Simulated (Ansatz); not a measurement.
**A defect in a wire: Al wire along [110], 4 atoms a period, O placed on top of one Al**

Wanted: the relaxed defect and the transmission past it, beside the channels of the perfect wire.

Program: Ansatz 0.2.0. Level of theory: DFT PBE, plane waves, PAW; relaxation of a wire's period, in the first sound run; inputs show where later runs differ. Results are calculated unless marked as measured.

### Step 1. The structure

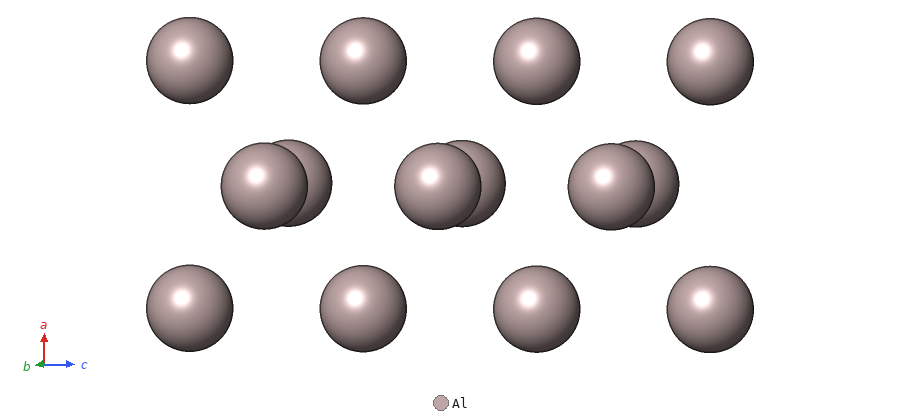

The cell as given, from the side, with the c axis across the page (aluminium light grey). 1×1×3 cells are drawn. Some periodic images of atoms are drawn too.

The cell holds 4 atoms: 4 Al. Cell: a = 10.840 Å, b = 9.657 Å, c = 2.857 Å, α = 90.0°, β = 90.0°, γ = 90.0°. Vacuum lies along a and b. The structure's axis is c.

### Step 2. The relaxed wire

Band widths follow the bond lengths, so the wire is relaxed first. The atoms and the third cell vector are free; the box across stays fixed as vacuum. A Fermi-Dirac smearing is set since the result may be a metal. The pressure printed is a third of the stress's trace over the whole box, vacuum included; only the stress along the axis is relaxed.

File input.yaml:

```yaml
crystal:
  lattice:
    - [10.84, 0.0, 0.0]
    - [0.0, 9.657, 0.0]
    - [0.0, 0.0, 2.856711396]
  atoms:
    - { symbol: Al, position: [0.313653137, 0.499985057, 0.0] }
    - { symbol: Al, position: [0.686346863, 0.499985057, 0.0] }
    - { symbol: Al, position: [0.5, 0.352076214, 0.5] }
    - { symbol: Al, position: [0.5, 0.6478939, 0.5] }
kpoints:
  mp_grid: { grid: [1, 1, 29] }
scf:
  occupations: { method: fermi_dirac, width: 0.05 }
hamiltonian:
  xc: pbe
relax:
  cell: { fix: [a, b, alpha, beta, gamma] }
  max_steps: 60
```

Launch:

```sh
> ansatz run input.yaml --threads 4 --pin off --max-ram 16384MiB --backend cpu --events-out ev --progress --plain --runs-dir out
```

Numbers of over 12 decimals in the logs are rounded to 6 here.

The program printed:

```text
Engine: ansatz 0.2.0, aarch64-unknown-linux-gnu
Pseudopotentials: kind: paw
Pseudopotential: Al, paw, valence charge 3, recommended cutoff 420 eV (normal), Al.paw.azcp
Functional definition: PBE
  parameter kappa = 0.804
  parameter beta = 0.066725
  exchange = pbe_x(kappa = kappa, mu = beta*pi^2/3)
  correlation = pbe_c(beta = beta)
Crystal: 4 atoms, lattice volume = 299.046 Å³
Basis set: ecut = 420 eV, 5841 PW (Γ), exchange–correlation on 150×144×40 points (8 copies of the dense FFT grid, shifted against one another)
Bands: 10, of which v1, the nominal top of the filled ones, is band 6 counted from 1 (5 counted from 0)
Symmetry: 8 space group operations
Space group: Pmmm (ITA 47), of the structure as read, at distance tolerance 6.7e-5 Å
k-points: 15 of 29
Non-local potential: Al, projectors of the file, l = 0: 2, l = 1: 2, l = 2: 1
PAW form: soft (Blöchl's): semilocal exchange-correlation on the pseudo side does not see the compensation charge
PAW one-centre angular grid: Al, 110 points (default); XC on 64 Gauss nodes
Initial density: superposition of atomic densities (neutral atoms: chi_scale 0, normalization atom), corrected by the library's trained network
Initial wavefunctions: pseudopotential atomic-orbital guess
Functional: x = pbe(κ = 0.804, μ = 0.219515), c = pbe(β = 0.066725)
SCF iter   1: F=—  HF=-2146.859476 eV  |F-HF|=—  |Δ(HF+E_count)|=         —  Δρ=1.30e-3  dr2=1.28e-2  ethr=1.77e-3  ⟨swp⟩=8.1  Hψ=1327  notcnv=0
preconditioner: auto → LDOS  [metal: Δε(μ)=0.103 eV  Ē_g=5.102 eV  σ=0.050 eV  W_gap=0.46  n_scr=20 (ndim 8)  ℏωp=7.4 eV  f_vac=0.435  D(μ)=2.29/eV (n_scr^D=10)  β→1.0]
SCF iter   2: F=—  HF=-2146.861954 eV  |F-HF|=—  |Δ(HF+E_count)|=   2.48e-3  Δρ=4.58e-4  dr2=2.00e-3  ethr=1.07e-4  ⟨swp⟩=3.2  Hψ=401  notcnv=0
SCF iter   3: F=—  HF=-2146.861908 eV  |F-HF|=—  |Δ(HF+E_count)|=   4.52e-5  Δρ=1.94e-4  dr2=4.47e-4  ethr=1.67e-5  ⟨swp⟩=2.2  Hψ=239  notcnv=0
SCF iter   4: F=—  HF=-2146.861841 eV  |F-HF|=—  |Δ(HF+E_count)|=   6.77e-5  Δρ=5.17e-5  dr2=2.58e-5  ethr=3.73e-6  ⟨swp⟩=2.6  Hψ=227  notcnv=0
SCF iter   5: F=—  HF=-2146.861822 eV  |F-HF|=—  |Δ(HF+E_count)|=   1.91e-5  Δρ=1.42e-5  dr2=1.49e-6  ethr=2.15e-7  ⟨swp⟩=2.7  Hψ=238  notcnv=0
SCF iter   6: F=-2146.861822 eV  HF=-2146.861822 eV  |F-HF|=2.99e-9  |Δ(HF+E_count)|=   3.26e-7  Δρ=1.99e-6  dr2=2.87e-8  ethr=8.33e-10  ⟨swp⟩=4.2  Hψ=711  notcnv=0
SCF 1 converged in 6 iterations: F = -2146.861822 eV  dr2 = 2.87e-8
  greatest PAW one-centre occupation: 0.499 electrons in one spin orbital (limit 2), on the Al atom at site 1 (counted from 0), in its partial waves of l = 0
relax step   1: F+E_penalty+E_count = -2146.86182184 eV  Δ(F+E_penalty+E_count) = +0.000e0 eV  max|allowed force component| = 2.504e-1 eV/Å  Δτ_max = 0.0000 Å  P = -1.414 GPa  Ω = 299.046 Å³  fix = [a, b, alpha, beta, gamma]  reactions: a -0.513, b -0.274 GPa  (6 SCF iters, dr2 threshold 1.00e-7 eV, accepted)
Crystal: 4 atoms, lattice volume = 284.454 Å³
Basis set: ecut = 420 eV, 5613 PW (Γ), exchange–correlation on 150×144×40 points (8 copies of the dense FFT grid, shifted against one another)
Initial density: handed on by an earlier stage of this run
Initial wavefunctions: those handed on with the density
iter 1 solved again at ethr=4.21e-4 eV; its pass at ethr=3.10e-3 eV (dr2=5.05e-2 eV) is discarded
SCF iter   1: F=—  HF=-2147.145600 eV  |F-HF|=—  |Δ(HF+E_count)|=         —  Δρ=2.30e-3  dr2=5.42e-2  ethr=4.21e-4  ⟨swp⟩=1.7  Hψ=1574  notcnv=0
preconditioner: auto → LDOS  [insulator: Δε(μ)=0.158 eV  Ē_g=5.349 eV  σ=0.050 eV  W_gap=0.59  n_scr=20 (ndim 8)  ℏωp=7.6 eV  f_vac=0.449  D(μ)=1.75/eV (n_scr^D=8)  ε∞_Penn≈3.0  β→1.0]
SCF iter   2: F=—  HF=-2147.138676 eV  |F-HF|=—  |Δ(HF+E_count)|=   6.92e-3  Δρ=1.62e-3  dr2=3.99e-2  ethr=4.21e-4  ⟨swp⟩=3.0  Hψ=304  notcnv=0
SCF iter   3: F=—  HF=-2147.130289 eV  |F-HF|=—  |Δ(HF+E_count)|=   8.39e-3  Δρ=3.52e-4  dr2=1.53e-3  ethr=3.33e-4  ⟨swp⟩=2.2  Hψ=270  notcnv=0
SCF iter   4: F=—  HF=-2147.129876 eV  |F-HF|=—  |Δ(HF+E_count)|=   4.13e-4  Δρ=8.10e-5  dr2=2.74e-5  ethr=1.27e-5  ⟨swp⟩=2.1  Hψ=273  notcnv=0
SCF iter   5: F=—  HF=-2147.129882 eV  |F-HF|=—  |Δ(HF+E_count)|=   5.49e-6  Δρ=1.32e-5  dr2=4.69e-7  ethr=2.28e-7  ⟨swp⟩=2.3  Hψ=227  notcnv=0
SCF iter   6: F=-2147.129883 eV  HF=-2147.129883 eV  |F-HF|=2.77e-8  |Δ(HF+E_count)|=   8.58e-7  Δρ=2.56e-6  dr2=2.49e-8  ethr=3.33e-9  ⟨swp⟩=5.1  Hψ=575  notcnv=0
SCF 2 converged in 6 iterations: F = -2147.129883 eV  dr2 = 2.49e-8
  greatest PAW one-centre occupation: 0.487 electrons in one spin orbital (limit 2), on the Al atom at site 1 (counted from 0), in its partial waves of l = 0
relax step   2: F+E_penalty+E_count = -2147.12988255 eV  Δ(F+E_penalty+E_count) = -2.681e-1 eV  max|allowed force component| = 7.413e-2 eV/Å  Δτ_max = 0.0472 Å  P = -0.736 GPa  Ω = 284.454 Å³  energy of the carried Pulay correction = +1.127e-3 eV  fix = [a, b, alpha, beta, gamma]  reactions: a +0.231, b -0.230 GPa  (6 SCF iters, dr2 threshold 4.00e-7 eV, accepted)
Crystal: 4 atoms, lattice volume = 269.865 Å³
Basis set: ecut = 420 eV, 5309 PW (Γ), exchange–correlation on 150×144×40 points (8 copies of the dense FFT grid, shifted against one another)
iter 1 solved again at ethr=4.66e-4 eV; its pass at ethr=3.10e-3 eV (dr2=5.59e-2 eV) is discarded
SCF iter   1: F=—  HF=-2147.270130 eV  |F-HF|=—  |Δ(HF+E_count)|=         —  Δρ=3.27e-3  dr2=5.73e-2  ethr=4.66e-4  ⟨swp⟩=1.4  Hψ=1593  notcnv=0
preconditioner: auto → LDOS  [insulator: Δε(μ)=0.319 eV  Ē_g=5.484 eV  σ=0.050 eV  W_gap=0.54  n_scr=20 (ndim 8)  ℏωp=7.8 eV  f_vac=0.441  D(μ)=2.71/eV (n_scr^D=16)  ε∞_Penn≈3.0  β→1.0]
SCF iter   2: F=—  HF=-2147.251611 eV  |F-HF|=—  |Δ(HF+E_count)|=   1.85e-2  Δρ=1.07e-3  dr2=6.75e-3  ethr=4.66e-4  ⟨swp⟩=2.2  Hψ=272  notcnv=0
SCF iter   3: F=—  HF=-2147.252771 eV  |F-HF|=—  |Δ(HF+E_count)|=   1.16e-3  Δρ=4.31e-4  dr2=1.37e-3  ethr=5.62e-5  ⟨swp⟩=2.1  Hψ=275  notcnv=0
SCF iter   4: F=—  HF=-2147.252858 eV  |F-HF|=—  |Δ(HF+E_count)|=   8.69e-5  Δρ=1.46e-4  dr2=1.82e-4  ethr=1.14e-5  ⟨swp⟩=2.5  Hψ=255  notcnv=0
SCF iter   5: F=—  HF=-2147.252712 eV  |F-HF|=—  |Δ(HF+E_count)|=   1.47e-4  Δρ=3.47e-5  dr2=6.92e-6  ethr=1.52e-6  ⟨swp⟩=2.5  Hψ=228  notcnv=0
SCF iter   6: F=-2147.252713 eV  HF=-2147.252713 eV  |F-HF|=6.04e-8  |Δ(HF+E_count)|=   1.44e-6  Δρ=6.12e-6  dr2=1.61e-7  ethr=3.33e-9  ⟨swp⟩=4.0  Hψ=708  notcnv=0
SCF 3 converged in 6 iterations: F = -2147.252713 eV  dr2 = 1.61e-7
  greatest PAW one-centre occupation: 0.486 electrons in one spin orbital (limit 2), on the Al atom at site 1 (counted from 0), in its partial waves of l = 0
relax step   3: F+E_penalty+E_count = -2147.25271321 eV  Δ(F+E_penalty+E_count) = -1.228e-1 eV  max|allowed force component| = 2.460e-1 eV/Å  Δτ_max = 0.0862 Å  P = -0.251 GPa  Ω = 269.865 Å³  energy of the carried Pulay correction = +2.313e-3 eV  fix = [a, b, alpha, beta, gamma]  reactions: a +0.042, b -0.655 GPa  (6 SCF iters, dr2 threshold 4.00e-7 eV, accepted)
[...]
relax step   4: F+E_penalty+E_count = -2147.05732357 eV  Δ(F+E_penalty+E_count) = +1.954e-1 eV  max|allowed force component| = 1.403e0 eV/Å  Δτ_max = 0.1948 Å  P = +1.561 GPa  Ω = 264.154 Å³  energy of the carried Pulay correction = +2.793e-3 eV  fix = [a, b, alpha, beta, gamma]  (6 SCF iters, dr2 threshold 4.00e-7 eV, rejected (line search))
[...]
relax step   5: F+E_penalty+E_count = -2147.26234602 eV  Δ(F+E_penalty+E_count) = -9.633e-3 eV  max|allowed force component| = 5.574e-2 eV/Å  Δτ_max = 0.0569 Å  P = -0.004 GPa  Ω = 269.097 Å³  energy of the carried Pulay correction = +2.377e-3 eV  fix = [a, b, alpha, beta, gamma]  reactions: a +0.036, b -0.149 GPa  (9 SCF iters, accepted)
[...]
relax step   6: F+E_penalty+E_count = -2147.26425872 eV  Δ(F+E_penalty+E_count) = -1.913e-3 eV  max|allowed force component| = 1.609e-2 eV/Å  Δτ_max = 0.0217 Å  P = -0.035 GPa  Ω = 269.773 Å³  energy of the carried Pulay correction = +2.320e-3 eV  fix = [a, b, alpha, beta, gamma]  reactions: a +0.120, b -0.221 GPa  (5 SCF iters, dr2 threshold 1.94e-7 eV, accepted)
[...]
relax step   7: F+E_penalty+E_count = -2147.26433961 eV  Δ(F+E_penalty+E_count) = -8.089e-5 eV  max|allowed force component| = 1.351e-3 eV/Å  Δτ_max = 0.0057 Å  P = -0.018 GPa  Ω = 269.883 Å³  energy of the carried Pulay correction = +2.311e-3 eV  fix = [a, b, alpha, beta, gamma]  reactions: a +0.157, b -0.205 GPa  (5 SCF iters, dr2 threshold 1.62e-8 eV, accepted)
Basis set: ecut = 420 eV, 5313 PW (Γ), exchange–correlation on 150×144×36 points (8 copies of the dense FFT grid, shifted against one another)
Initial wavefunctions: pseudopotential atomic-orbital guess (no wavefunctions were taken with the density)
iter 1 solved again at ethr=4.60e-7 eV; its pass at ethr=3.10e-3 eV (dr2=5.52e-5 eV) is discarded
SCF iter   1: F=—  HF=-2147.263317 eV  |F-HF|=—  |Δ(HF+E_count)|=         —  Δρ=2.66e-5  dr2=1.78e-7  ethr=4.60e-7  ⟨swp⟩=4.1  Hψ=1849  notcnv=0
preconditioner: auto → LDOS  [insulator: Δε(μ)=0.320 eV  Ē_g=5.510 eV  σ=0.050 eV  W_gap=0.53  n_scr=20 (ndim 8)  ℏωp=7.8 eV  f_vac=0.456  D(μ)=2.69/eV (n_scr^D=16)  ε∞_Penn≈3.0  β→1.0]
SCF iter   2: F=—  HF=-2147.263311 eV  |F-HF|=—  |Δ(HF+E_count)|=   6.03e-6  Δρ=2.10e-6  dr2=1.08e-8  ethr=1.48e-9  ⟨swp⟩=2.9  Hψ=303  notcnv=0
SCF iter   3: F=—  HF=-2147.263311 eV  |F-HF|=—  |Δ(HF+E_count)|=   5.44e-9  Δρ=3.45e-7  dr2=4.54e-10  ethr=8.97e-11  ⟨swp⟩=2.5  Hψ=257  notcnv=0
SCF iter   4: F=—  HF=-2147.263311 eV  |F-HF|=—  |Δ(HF+E_count)|=  4.55e-12  Δρ=8.90e-8  dr2=9.35e-11  ethr=1.00e-12  ⟨swp⟩=6.0  Hψ=622  notcnv=0
SCF iter   5: F=-2147.263311 eV  HF=-2147.263311 eV  |F-HF|=4.55e-12  |Δ(HF+E_count)|=  3.73e-11  Δρ=3.28e-8  dr2=7.23e-12  ethr=1.00e-12  ⟨swp⟩=4.9  Hψ=526  notcnv=0
SCF 8 converged in 5 iterations: F = -2147.263311 eV  dr2 = 7.23e-12
relax step   8: F+E_penalty+E_count = -2147.26331147 eV  Δ(F+E_penalty+E_count) = +1.028e-3 eV  max|allowed force component| = 1.459e-3 eV/Å  Δτ_max = 0.0000 Å  P = -0.025 GPa  Ω = 269.883 Å³  fix = [a, b, alpha, beta, gamma]  reactions: a +0.153, b -0.210 GPa  stress off target by 1.84e-2 GPa on what of the cell is left free  SCF on the basis re-selected at this cell (its energy is not comparable with the rows above)  (5 SCF iters)
basis re-selected at this cell: Δ(F+E_penalty+E_count) = +1.028e-3 eV, ΔP = -0.007 GPa vs the last step (what re-selecting the basis moved, of the pressure what is left beyond the Pulay correction that the steps carried, after the strain that the cell walked since its last selection, with what the two solves' SCF thresholds leave and, on support functions, any second-order correction that the steps lacked; it is no measure of the basis error at this ecutwfc). The dense FFT grid was sized anew with the basis: this SCF ran on 75×72×18 points, the steps before it on 75×72×20, so part of this shift can come from that change (see relax.cell in the input reference). [rest of the remark cut]
SCF converged after 5 iterations
Free energy (F): -2147.263311 eV
Harris-Foulkes:  -2147.263311 eV  (|F-HF|=4.55e-12)
Internal energy: -2147.242745 eV  (E = F + TS)
E sigma→0 (E₀):  -2147.253028 eV
Entropy (-TS):   -0.020566 eV (-5.142 meV/atom)
Fermi energy:    -1.178794 eV
--- Per-component energies (eV) ---
  E_band       = -57.891032
  E_kinetic    = 83.152699
  E_local      = -568.101379  (includes V_loc(G=0)·N_el)
  E_nonlocal   = 43.341987
  E_hartree    = 253.333318
  E_xc         = -153.215267
  E_vxc        = -107.998143  (∫ρ·V_xc dr)
  E_paw        = -1869.649712  (= ΣΔE_a)
  E_vpaw       = -14.952765  (= ΣTr[D̂ρ^β])
  E_aug_tail   = -0.000008  (compensation charges beyond the density's cutoff)
  E_ewald      = 63.895617
  E_smearing   = -0.020566  (= −TS)
  E_closure    = -0.000000  (closes the sum)
  Σ components = -2147.263311   (vs F -2147.263311, Δ=0.00e0)
--- Forces (eV/Å), atoms counted from 1 ---
  atom   1  Al    -0.00028619     0.00000000     0.00000000
  atom   2  Al     0.00028619     0.00000000     0.00000000
  atom   3  Al     0.00000000    -0.00145928     0.00000000
  atom   4  Al     0.00000000     0.00145928     0.00000000
  max |Σ_I F_I| component: 2.17e-19 eV/Å
--- Stress (GPa, compression-positive) ---
        0.152655       0.000000       0.000000
        0.000000      -0.210318       0.000000
        0.000000       0.000000      -0.018442
  P = ⅓ Tr σ = -0.0254 GPa (-0.254 kbar)
--- Relaxed structure (7 steps of the walk, 6 accepted, 1 SCFs on fresh bases) ---
  F+E_penalty+E_count = -2147.26331147 eV   max|allowed force component| = 1.459e-3 eV/Å   (the final SCF, on the basis selected at the relaxed cell)
  cell:  # Å, volume = 269.8832 Å³
    - [10.84, 0.0, 0.0]
    - [0.0, 9.657, 0.0]
    - [0.0, 0.0, 2.578127]
  atoms:
    - { symbol: Al, position: [0.309574, 0.499985, 0.0] }
    - { symbol: Al, position: [0.690426, 0.499985, 0.0] }
    - { symbol: Al, position: [0.5, 0.354681, 0.500000] }
    - { symbol: Al, position: [0.5, 0.645289, 0.500000] }
```

The job ended after 8.3 s (4 threads of Arm Neoverse V1, shared host; peak memory 0.51 GiB; 29 s of CPU time).

The steps of the relaxation:

```csv
step,energy less that of the first step (eV),largest force component (eV/Å),pressure (GPa),volume (Å³)
1,0.0000,0.2504,-1.41,299.05
2,-0.2681,0.0741,-0.74,284.45
3,-0.3909,0.2460,-0.25,269.86
4,-0.1955,1.4033,1.56,264.15
5,-0.4005,0.0557,0.00,269.10
6,-0.4024,0.0161,-0.03,269.77
7,-0.4025,0.0014,-0.02,269.88
8*,-0.4015,0.0015,-0.03,269.88
```

Relaxation steps marked * repeat the geometry before them on a plane-wave basis chosen anew for their cell, so energy and pressure can jump there. Relaxation step 4 was tried and not accepted.

Forces are held to the 8 operations that the run works with; a distortion that breaks them can't arise in this run.

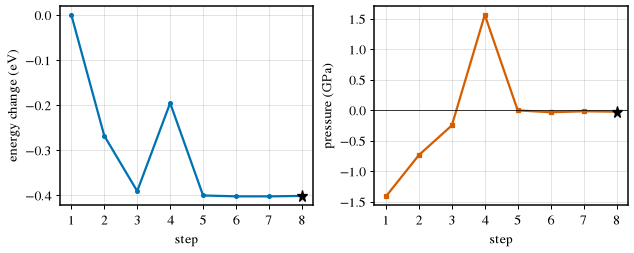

Energy and pressure along the relaxation. Stars mark steps on a basis chosen anew.

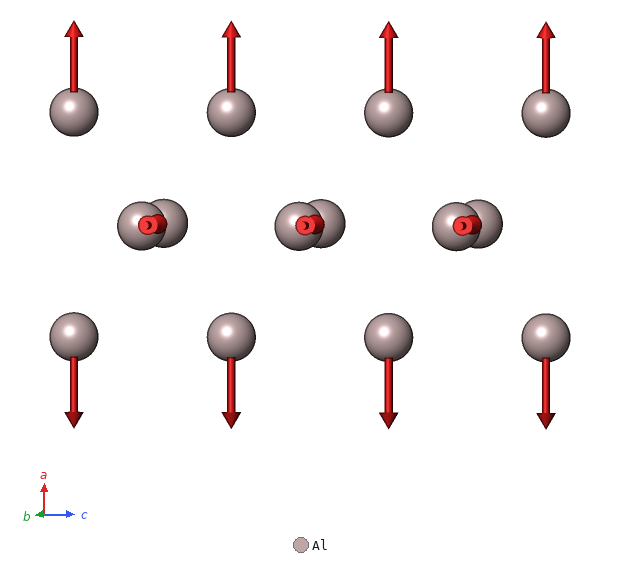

Displacements in the relaxation, exaggerated, measured against the changing cell; the longest in the cell stands for 0.04 Å. 1×1×3 cells are drawn. Some periodic images of atoms are drawn too.

| cell as run | before | after | change |
| --- | --- | --- | --- |
| c (Å) | 2.857 | 2.578 | -9.8 % |

The atoms that moved most (Å, along periodic axes as changes of fractional coordinates times the final cell, across vacuum about the mean position):

```csv
atom,dx,dy,dz,length
Al2,0.044,0.000,0.000,0.044
Al1,-0.044,0.000,0.000,0.044
Al3,0.000,0.025,0.000,0.025
Al4,0.000,-0.025,0.000,0.025
```

Numbers from this step:

* energy at zero smearing: -2147.2530 eV
* cell length along the wire: 2.578 Å

The cell's length comes to 2.578 Å with spin left out.

(Continued in part 2 of 5.)

[Logs are printed without paths, hosts, clocks, repeated set-up lines and the standing remarks that a program may print on its own settings, such as how far it seeks lower states.]

[Hosts, paths, dates, database ids (printed as entryN), source tags and the programs' standing remarks are cut or masked in the printed files.]
